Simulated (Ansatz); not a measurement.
# Run report: C₁₀F, single-point calculation (part 1 of 2)

C₁₀F (slab, 11 atoms in the cell), computed with DFT LDA, scalar-relativistic, plane waves, PAW, PAW set soft_1, spin-polarised (Ansatz 0.2.0).

The structure derives from an entry of the Crystallography Open Database. Figures and captions count atoms from 1; the log counts them from 0 in places.

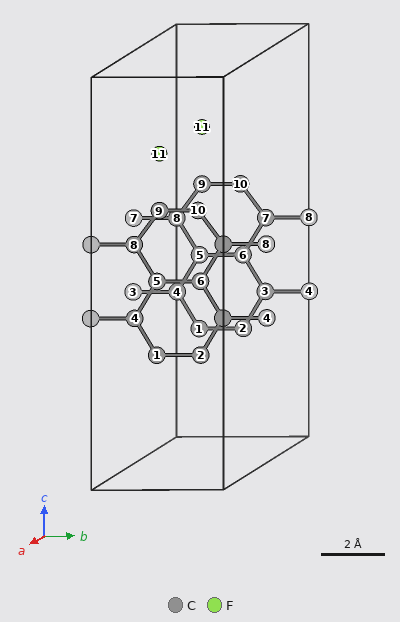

Fig. 1: The structure (ball-and-stick view of the 2 × 1 repeat of the cell, with the vacuum cut short, seen slightly off an axis; neighbours outside the cell are drawn fainter; atoms are numbered from 1 in the order of the input). An atom can appear more than once, as a periodic image.

Input file
```yaml
crystal:
  lattice:
    - [3.6007760161, 0.0, 0.0]
    - [-1.6597064859, 3.8953906486, 0.0]
    - [0.0, 0.0, 21.7916832212]
  atoms:
    - { symbol: C, position: [0.5002258007, 0.3334086002, 0.1835562659] }
    - { symbol: C, position: [0.4997741993, 0.6665913998, 0.1835562659] }
    - { symbol: C, position: [0.5002258007, 0.8334086002, 0.2396472329] }
    - { symbol: C, position: [0.4997741993, 0.1665913998, 0.2396472329] }
    - { symbol: C, position: [0.5000916115, 0.3353041231, 0.2956998833] }
    - { symbol: C, position: [0.4999083885, 0.6646958769, 0.2956998833] }
    - { symbol: C, position: [0.5001245187, 0.8366737304, 0.3519846252] }
    - { symbol: C, position: [0.4998754813, 0.1633262696, 0.3519846252] }
    - { symbol: C, position: [0.5003807573, 0.3543365537, 0.4034421358] }
    - { symbol: C, position: [0.4996192427, 0.6456634463, 0.4034421358] }
    - { symbol: F, position: [0.5003807573, 0.3543365537, 0.4901724714], spin: 1.0 }
basis:
  ecutwfc: 420
kpoints:
  mp_grid: { grid: [8, 7, 1] }
hamiltonian:
  xc: lda
  pseudopotentials: { kind: paw, azcp: { folder: soft_1 } }
scf:
  occupations: { method: gaussian, width: 0.05 }
output:
  forces: true
  eigenvalues: true
  populations: true
  write_density: true
  write_potential: true
  elf: true
  volumetric_format: npy
magnetization:
  spin_polarized: true
efield:
  axis: 3
  dipole_correction: true
  ramp_width: 0.04
```

Launch command:
```bash
ansatz run input.yaml --threads 1 --pin off --max-ram 3072MiB --backend cpu --events-out ev --progress --plain --runs-dir out
```

Log
```
Warning: [file] the record states the generating functional pbe (its physics header spells it `PBE`), which answers neither for hamiltonian.xc's functional nor for the lda family's — results may be inconsistent (PPs are generated against a specific XC)
Warning: [file] the record states the generating functional pbe (its physics header spells it `PBE`), which answers neither for hamiltonian.xc's functional nor for the lda family's — results may be inconsistent (PPs are generated against a specific XC)
Engine: ansatz 0.2.0, aarch64-unknown-linux-gnu
Pseudopotentials: kind: paw
Pseudopotential: C, paw, valence charge 4, recommended cutoff 420 eV (normal), [file]
Pseudopotential: F, paw, valence charge 7, recommended cutoff 420 eV (normal), [file]
Functional definition: SPW92
  exchange = slater_x
  correlation = pw_c
Crystal: 11 atoms, lattice volume = 305.660 Å³
Basis set: ecut = 420 eV, 5907 PW (Γ)
Bands: 35, of which v1, the nominal top of the filled ones, is band 24 counted from 1 (23 counted from 0)
Symmetry: 1 space group operations
k-points: 29 of 56 (time reversal used)
Non-local potential: C, projectors of the file, l = 0: 2, l = 1: 2, l = 2: 1
Non-local potential: F, projectors of the file, l = 0: 2, l = 1: 2, l = 2: 1
PAW form: soft (Blöchl's): semilocal exchange-correlation on the pseudo side does not see the compensation charge
PAW frozen core: C, regenerated for the run's functional, and the local potential with it (the file was generated under x = pbe(κ = 0.804, μ = 0.2195149727645171), c = pbe(β = 0.06672455060314922))
PAW frozen core: F, regenerated for the run's functional, and the local potential with it (the file was generated under x = pbe(κ = 0.804, μ = 0.2195149727645171), c = pbe(β = 0.06672455060314922))
PAW one-centre angular grid: C, 110 points (default); XC on 64 Gauss nodes
PAW one-centre angular grid: F, 110 points (default); XC on 64 Gauss nodes
Initial density: superposition of atomic densities (neutral atoms: chi_scale 0, normalization atom)
Starting moments: Σ|m| = 1 μB on 1 of 11 sites
Initial wavefunctions: pseudopotential atomic-orbital guess
Functional: x = slater, c = lda
SCF iter   1: F=—  HF=-3216.956467 eV  |F-HF|=—  |Δ(HF+E_count)|=         —  Δρ=4.30e-2 (↑3.83e-2 ↓4.30e-2)  dr2=1.74e1  dr2_m=5.79e-1  M=0.586 μB ∫|m|=0.660 μB  β_m=0.30  ethr=3.10e-3  p=0.000 e·Å  D=3.45e-8 V/Å  ΔV_dip=-0.00 eV  dr2_dipole=1.60e0  V_vac-E_F(+/−)=9.18/9.18 eV  ⟨swp⟩=7.2  Hψ=10473  notcnv=0  defer=54
efield: sawtooth ramp at fractional position 0.8169 (placed from the atoms, in the widest stretch of the axis that holds none; the zero of the levels goes with the place), width 0.0400; the density the first Hamiltonian is built on has a dipole p = 0.000 e·Å; the dipole correction subtracts the counter field D = 3.45e-8 V/Å, which shifts the + side's vacuum level by -0.00 eV against the − side's; the planar-averaged density in the ramp window peaks in size at 6.9e-7 e/Å³
preconditioner: auto → LDOS  [metal: Δε(μ)=0.003 eV  Ē_g=14.490 eV  σ=0.050 eV  W_gap=0.03  n_scr=46 (ndim 8)  ℏωp=14.6 eV  f_vac=0.590  D(μ)=6.48/eV (n_scr^D=34)]
spin=Collinear: LDOS preconditioning applied to the charge; magnetization (m = ρ↑ − ρ↓) channel mixes plain (no charge-response kernel on spin).
SCF iter   2: F=—  HF=-3212.917674 eV  |F-HF|=—  |Δ(HF+E_count)|=    4.04e0  Δρ=2.72e-2 (↑2.48e-2 ↓2.72e-2)  dr2=6.86e0  dr2_m=2.92e-1  M=0.712 μB ∫|m|=0.778 μB  β_m=0.30  ethr=3.10e-3  p=-0.100 e·Å  D=-5.94e-2 V/Å  ΔV_dip=1.29 eV  dr2_dipole=6.16e-1  V_vac-E_F(+/−)=9.11/7.82 eV  ⟨swp⟩=2.0  Hψ=4065  notcnv=0  defer=358  κ⁻¹=1.0e0(r=1)
SCF iter   3: F=—  HF=-3210.652516 eV  |F-HF|=—  |Δ(HF+E_count)|=    2.27e0  Δρ=1.07e-2 (↑9.91e-3 ↓1.07e-2)  dr2=8.65e-1  dr2_m=1.77e-1  M=0.963 μB ∫|m|=1.036 μB  β_m=0.30  ethr=3.10e-3  p=-0.230 e·Å  D=-1.36e-1 V/Å  ΔV_dip=2.97 eV  dr2_dipole=2.40e-1  V_vac-E_F(+/−)=9.28/6.31 eV  ⟨swp⟩=2.6  Hψ=3358  notcnv=0  defer=358  κ⁻¹=4.6e-2(r=2)
SCF iter   4: F=—  HF=-3210.653060 eV  |F-HF|=—  |Δ(HF+E_count)|=   5.45e-4  Δρ=8.47e-3 (↑7.91e-3 ↓8.47e-3)  dr2=5.20e-1  dr2_m=1.12e-1  M=0.980 μB ∫|m|=1.053 μB  β_m=0.30  ethr=1.84e-3  p=-0.209 e·Å  D=-1.23e-1 V/Å  ΔV_dip=2.69 eV  dr2_dipole=1.43e-1  V_vac-E_F(+/−)=9.14/6.45 eV  ⟨swp⟩=1.3  Hψ=2540  notcnv=0  defer=336  κ⁻¹=6.9e-3(r=3)
SCF iter   5: F=—  HF=-3210.661071 eV  |F-HF|=—  |Δ(HF+E_count)|=   8.01e-3  Δρ=6.44e-3 (↑6.27e-3 ↓6.44e-3)  dr2=2.81e-1  dr2_m=6.99e-2  M=0.978 μB ∫|m|=1.054 μB  β_m=0.30  ethr=1.11e-3  p=-0.185 e·Å  D=-1.09e-1 V/Å  ΔV_dip=2.38 eV  dr2_dipole=5.24e-2  V_vac-E_F(+/−)=8.97/6.59 eV  ⟨swp⟩=2.0  Hψ=1806  notcnv=0  defer=338  κ⁻¹=7.5e-4(r=4)
SCF iter   6: F=—  HF=-3210.653066 eV  |F-HF|=—  |Δ(HF+E_count)|=   8.00e-3  Δρ=4.42e-3 (↑3.94e-3 ↓4.42e-3)  dr2=1.16e-1  dr2_m=4.19e-2  M=0.860 μB ∫|m|=0.962 μB  β_m=0.30  ethr=5.97e-4  p=-0.162 e·Å  D=-9.59e-2 V/Å  ΔV_dip=2.09 eV  dr2_dipole=4.84e-2  V_vac-E_F(+/−)=8.80/6.71 eV  ⟨swp⟩=2.4  Hψ=2938  notcnv=0  defer=340  κ⁻¹=2.5e-4(r=5)
SCF iter   7: F=—  HF=-3210.658583 eV  |F-HF|=—  |Δ(HF+E_count)|=   5.52e-3  Δρ=3.31e-3 (↑2.92e-3 ↓3.31e-3)  dr2=1.10e-2  dr2_m=2.55e-2  M=0.909 μB ∫|m|=1.011 μB  β_m=1.00  ethr=2.48e-4  p=-0.170 e·Å  D=-1.01e-1 V/Å  ΔV_dip=2.19 eV  dr2_dipole=2.86e-3  V_vac-E_F(+/−)=8.84/6.65 eV  ⟨swp⟩=1.0  Hψ=1833  notcnv=0  defer=340  κ⁻¹=1.5e-4(r=6)
SCF iter   8: F=—  HF=-3210.673906 eV  |F-HF|=—  |Δ(HF+E_count)|=   1.53e-2  Δρ=1.52e-3 (↑8.65e-4 ↓1.52e-3)  dr2=1.98e-2  dr2_m=2.67e-3  M=0.957 μB ∫|m|=1.076 μB  β_m=0.30  ethr=2.34e-5  p=-0.173 e·Å  D=-1.02e-1 V/Å  ΔV_dip=2.23 eV  dr2_dipole=4.28e-3  V_vac-E_F(+/−)=8.84/6.61 eV  ⟨swp⟩=2.0  Hψ=3224  notcnv=0  defer=340  κ⁻¹=5.1e-5(r=7)
SCF iter   9: F=—  HF=-3210.676390 eV  |F-HF|=—  |Δ(HF+E_count)|=   2.48e-3  Δρ=1.42e-3 (↑8.04e-4 ↓1.42e-3)  dr2=2.54e-2  dr2_m=1.91e-3  M=0.963 μB ∫|m|=1.085 μB  β_m=1.20  ethr=2.34e-5  p=-0.173 e·Å  D=-1.03e-1 V/Å  ΔV_dip=2.24 eV  dr2_dipole=6.49e-3  V_vac-E_F(+/−)=8.84/6.60 eV  ⟨swp⟩=1.0  Hψ=1691  notcnv=0  defer=340
Mixer restart at iter 9: flushing history
spin-set hold released at iteration 9 (site moments contracting): the magnetisation degrees of freedom join the quasi-Newton model from the next iteration; the mixer history was flushed
SCF iter  10: F=—  HF=-3210.678197 eV  |F-HF|=—  |Δ(HF+E_count)|=   1.81e-3  Δρ=8.08e-4 (↑6.70e-4 ↓8.08e-4)  dr2=2.50e-2  dr2_m=1.31e-4  M=0.973 μB ∫|m|=1.111 μB  β_m=0.42  ethr=2.34e-5  p=-0.173 e·Å  D=-1.02e-1 V/Å  ΔV_dip=2.23 eV  dr2_dipole=7.77e-3  V_vac-E_F(+/−)=8.83/6.60 eV  ⟨swp⟩=1.6  Hψ=1730  notcnv=0  defer=340
density mixer auto → msr1: a metal under ldos (density of states about μ 0.61 of a free-electron gas's, 46 screened modes)
SCF iter  11: F=—  HF=-3210.678258 eV  |F-HF|=—  |Δ(HF+E_count)|=   6.12e-5  Δρ=4.81e-4 (↑4.81e-4 ↓4.33e-4)  dr2=8.34e-3  dr2_m=1.18e-4  M=0.968 μB ∫|m|=1.109 μB  β_m=0.67  ethr=2.34e-5  p=-0.171 e·Å  D=-1.01e-1 V/Å  ΔV_dip=2.21 eV  dr2_dipole=2.85e-3  V_vac-E_F(+/−)=8.82/6.61 eV  ⟨swp⟩=1.0  Hψ=1899  notcnv=0  defer=340
SCF iter  12: F=—  HF=-3210.678697 eV  |F-HF|=—  |Δ(HF+E_count)|=   4.39e-4  Δρ=3.69e-4 (↑1.67e-4 ↓3.69e-4)  dr2=7.02e-4  dr2_m=1.74e-4  M=0.952 μB ∫|m|=1.102 μB  β_m=0.82  ethr=1.77e-5  p=-0.169 e·Å  D=-1.00e-1 V/Å  ΔV_dip=2.18 eV  dr2_dipole=2.48e-4  V_vac-E_F(+/−)=8.80/6.62 eV  ⟨swp⟩=1.0  Hψ=1757  notcnv=0  defer=340
SCF iter  13: F=—  HF=-3210.678797 eV  |F-HF|=—  |Δ(HF+E_count)|=   9.97e-5  Δρ=1.35e-4 (↑9.78e-5 ↓1.35e-4)  dr2=1.61e-4  dr2_m=2.74e-5  M=0.953 μB ∫|m|=1.108 μB  β_m=0.91  ethr=1.49e-6  p=-0.170 e·Å  D=-1.01e-1 V/Å  ΔV_dip=2.19 eV  dr2_dipole=5.37e-5  V_vac-E_F(+/−)=8.81/6.62 eV  ⟨swp⟩=1.5  Hψ=1969  notcnv=0  defer=340
SCF iter  14: F=—  HF=-3210.678863 eV  |F-HF|=—  |Δ(HF+E_count)|=   6.63e-5  Δρ=8.02e-5 (↑8.02e-5 ↓7.67e-5)  dr2=3.21e-5  dr2_m=9.72e-6  M=0.954 μB ∫|m|=1.116 μB  β_m=0.86  ethr=3.43e-7  p=-0.171 e·Å  D=-1.01e-1 V/Å  ΔV_dip=2.20 eV  dr2_dipole=2.40e-7  V_vac-E_F(+/−)=8.81/6.61 eV  ⟨swp⟩=2.0  Hψ=2680  notcnv=0  defer=340
SCF iter  15: F=—  HF=-3210.678978 eV  |F-HF|=—  |Δ(HF+E_count)|=   1.15e-4  Δρ=5.53e-5 (↑5.53e-5 ↓5.46e-5)  dr2=4.68e-6  dr2_m=7.65e-6  M=0.954 μB ∫|m|=1.119 μB  β_m=0.93  ethr=6.83e-8  p=-0.170 e·Å  D=-1.01e-1 V/Å  ΔV_dip=2.20 eV  dr2_dipole=1.78e-7  V_vac-E_F(+/−)=8.81/6.61 eV  ⟨swp⟩=2.0  Hψ=3123  notcnv=0  defer=340
SCF iter  16: F=—  HF=-3210.678998 eV  |F-HF|=—  |Δ(HF+E_count)|=   1.99e-5  Δρ=4.91e-5 (↑4.91e-5 ↓4.64e-5)  dr2=4.53e-6  dr2_m=5.47e-6  M=0.953 μB ∫|m|=1.124 μB  β_m=0.97  ethr=9.97e-9  p=-0.170 e·Å  D=-1.01e-1 V/Å  ΔV_dip=2.20 eV  dr2_dipole=1.53e-7  V_vac-E_F(+/−)=8.81/6.61 eV  ⟨swp⟩=2.7  Hψ=3127  notcnv=0  defer=340
SCF iter  17: F=—  HF=-3210.679013 eV  |F-HF|=—  |Δ(HF+E_count)|=   1.45e-5  Δρ=3.99e-5 (↑3.99e-5 ↓3.50e-5)  dr2=1.55e-6  dr2_m=3.74e-6  M=0.951 μB ∫|m|=1.129 μB  β_m=0.47  ethr=9.63e-9  p=-0.170 e·Å  D=-1.01e-1 V/Å  ΔV_dip=2.20 eV  dr2_dipole=2.57e-7  V_vac-E_F(+/−)=8.81/6.61 eV  ⟨swp⟩=3.0  Hψ=3226  notcnv=0  defer=340
SCF iter  18: F=—  HF=-3210.679027 eV  |F-HF|=—  |Δ(HF+E_count)|=   1.45e-5  Δρ=3.07e-5 (↑3.07e-5 ↓2.20e-5)  dr2=5.97e-7  dr2_m=1.90e-6  M=0.950 μB ∫|m|=1.136 μB  β_m=0.45  ethr=3.30e-9  p=-0.171 e·Å  D=-1.01e-1 V/Å  ΔV_dip=2.20 eV  dr2_dipole=2.51e-9  V_vac-E_F(+/−)=8.81/6.61 eV  ⟨swp⟩=3.0  Hψ=3584  notcnv=0  defer=340
SCF iter  19: F=—  HF=-3210.679037 eV  |F-HF|=—  |Δ(HF+E_count)|=   9.47e-6  Δρ=1.72e-5 (↑1.72e-5 ↓1.22e-5)  dr2=4.77e-7  dr2_m=5.40e-7  M=0.949 μB ∫|m|=1.144 μB  β_m=0.80  ethr=1.27e-9  p=-0.171 e·Å  D=-1.01e-1 V/Å  ΔV_dip=2.20 eV  dr2_dipole=5.52e-8  V_vac-E_F(+/−)=8.81/6.61 eV  ⟨swp⟩=3.1  Hψ=4059  notcnv=0  defer=340
SCF iter  20: F=—  HF=-3210.679042 eV  |F-HF|=—  |Δ(HF+E_count)|=   5.27e-6  Δρ=4.16e-6 (↑4.16e-6 ↓2.90e-6)  dr2=1.96e-7  dr2_m=3.96e-9  M=0.947 μB ∫|m|=1.153 μB  β_m=0.81  ethr=1.01e-9  p=-0.171 e·Å  D=-1.01e-1 V/Å  ΔV_dip=2.20 eV  dr2_dipole=1.74e-8  V_vac-E_F(+/−)=8.81/6.61 eV  ⟨swp⟩=3.4  Hψ=4134  notcnv=0  defer=340
SCF iter  21: F=—  HF=-3210.679042 eV  |F-HF|=—  |Δ(HF+E_count)|=   3.99e-7  Δρ=2.02e-6 (↑1.83e-6 ↓2.02e-6)  dr2=2.25e-8  dr2_m=5.33e-9  M=0.947 μB ∫|m|=1.153 μB  β_m=0.78  ethr=2.13e-10  p=-0.171 e·Å  D=-1.01e-1 V/Å  ΔV_dip=2.20 eV  dr2_dipole=1.13e-9  V_vac-E_F(+/−)=8.81/6.61 eV  ⟨swp⟩=24.9  Hψ=19812  notcnv=0
iter 22 did not close the SCF: its close was put off for the exchange–correlation potential of the local minority spin (scf_convergence_deferred on its scf_iter line)
SCF iter  22: F=-3210.679042 eV  HF=-3210.679042 eV  |F-HF|=1.43e-8  |Δ(HF+E_count)|=   8.61e-8  Δρ=1.07e-6 (↑7.81e-7 ↓1.07e-6)  dr2=9.16e-9  dr2_m=9.66e-10  M=0.947 μB ∫|m|=1.153 μB  β_m=0.80  ethr=4.79e-11  p=-0.171 e·Å  D=-1.01e-1 V/Å  ΔV_dip=2.20 eV  dr2_dipole=4.62e-10  V_vac-E_F(+/−)=8.81/6.61 eV  ⟨swp⟩=10.4  Hψ=12766  notcnv=0
iter 23 met the thresholds in force, and the SCF goes on: an eigenvalue changes by 7.58 meV, over its tolerance of 1.00 meV (output.eigenvalues, Limitations)
SCF iter  23: F=-3210.679042 eV  HF=-3210.679042 eV  |F-HF|=5.40e-9  |Δ(HF+E_count)|=   1.07e-7  Δρ=5.54e-7 (↑5.54e-7 ↓5.50e-7)  dr2=2.04e-9  dr2_m=5.27e-10  M=0.947 μB ∫|m|=1.153 μB  β_m=0.83  ethr=1.95e-11  p=-0.171 e·Å  D=-1.01e-1 V/Å  ΔV_dip=2.20 eV  dr2_dipole=2.26e-12  V_vac-E_F(+/−)=8.81/6.61 eV  ⟨swp⟩=8.2  Hψ=12405  notcnv=0
iter 24 met the thresholds in force, and the SCF goes on: an eigenvalue changes by 7.30 meV, over its tolerance of 1.00 meV (output.eigenvalues, Limitations)
SCF iter  24: F=-3210.679042 eV  HF=-3210.679042 eV  |F-HF|=1.33e-9  |Δ(HF+E_count)|=   5.93e-9  Δρ=4.57e-7 (↑4.35e-7 ↓4.57e-7)  dr2=4.91e-10  dr2_m=4.82e-10  M=0.947 μB ∫|m|=1.153 μB  β_m=1.00  ethr=4.34e-12  p=-0.171 e·Å  D=-1.01e-1 V/Å  ΔV_dip=2.20 eV  dr2_dipole=2.67e-11  V_vac-E_F(+/−)=8.81/6.61 eV  ⟨swp⟩=7.4  Hψ=11685  notcnv=0
Mixer restart at iter 24: flushing history
SCF iter  25: F=-3210.679042 eV  HF=-3210.679042 eV  |F-HF|=1.76e-7  |Δ(HF+E_count)|=   7.19e-9  Δρ=1.90e-6 (↑8.89e-7 ↓1.90e-6)  dr2=1.31e-7  dr2_m=1.88e-9  M=0.947 μB ∫|m|=1.153 μB  β_m=1.00  ethr=1.05e-12  p=-0.171 e·Å  D=-1.01e-1 V/Å  ΔV_dip=2.20 eV  dr2_dipole=5.09e-8  V_vac-E_F(+/−)=8.81/6.61 eV  ⟨swp⟩=3.0  Hψ=3726  notcnv=0  κ⁻¹=1.0e0(r=1)
iter 26 met the thresholds in force, and the SCF goes on: an eigenvalue changes by 23.87 meV, over its tolerance of 1.00 meV (output.eigenvalues, Limitations)
SCF iter  26: F=-3210.679042 eV  HF=-3210.679042 eV  |F-HF|=3.54e-8  |Δ(HF+E_count)|=   3.64e-9  Δρ=1.05e-6 (↑8.59e-7 ↓1.05e-6)  dr2=2.72e-8  dr2_m=8.19e-10  M=0.947 μB ∫|m|=1.153 μB  β_m=1.00  ethr=1.05e-12  p=-0.171 e·Å  D=-1.01e-1 V/Å  ΔV_dip=2.20 eV  dr2_dipole=1.00e-8  V_vac-E_F(+/−)=8.81/6.61 eV  ⟨swp⟩=6.2  Hψ=11673  notcnv=0  κ⁻¹=1.1e-2(r=2)
iter 27 met the thresholds in force, and the SCF goes on: an eigenvalue changes by 1.04 meV, over its tolerance of 1.00 meV (output.eigenvalues, Limitations)
SCF iter  27: F=-3210.679042 eV  HF=-3210.679042 eV  |F-HF|=5.14e-11  |Δ(HF+E_count)|=   1.23e-9  Δρ=4.34e-7 (↑4.27e-7 ↓4.34e-7)  dr2=5.42e-10  dr2_m=4.45e-10  M=0.947 μB ∫|m|=1.153 μB  β_m=1.00  ethr=1.05e-12  p=-0.171 e·Å  D=-1.01e-1 V/Å  ΔV_dip=2.20 eV  dr2_dipole=7.07e-12  V_vac-E_F(+/−)=8.81/6.61 eV  ⟨swp⟩=5.1  Hψ=10233  notcnv=0  κ⁻¹=2.8e-4(r=3)
SCF iter  28: F=-3210.679042 eV  HF=-3210.679042 eV  |F-HF|=2.41e-10  |Δ(HF+E_count)|=  2.27e-10  Δρ=4.29e-7 (↑3.81e-7 ↓4.29e-7)  dr2=1.78e-10  dr2_m=4.39e-10  M=0.947 μB ∫|m|=1.153 μB  ethr=1.05e-12  p=-0.171 e·Å  D=-1.01e-1 V/Å  ΔV_dip=2.20 eV  dr2_dipole=9.26e-12  V_vac-E_F(+/−)=8.81/6.61 eV  ⟨swp⟩=4.9  Hψ=9743  notcnv=0
SCF 1 converged in 28 iterations: F = -3210.679042 eV  dr2 = 1.78e-10
  greatest PAW one-centre occupation: 0.936 electrons in one spin orbital (limit 2), on the F atom at site 10 (counted from 0), in its partial waves of l = 0
```
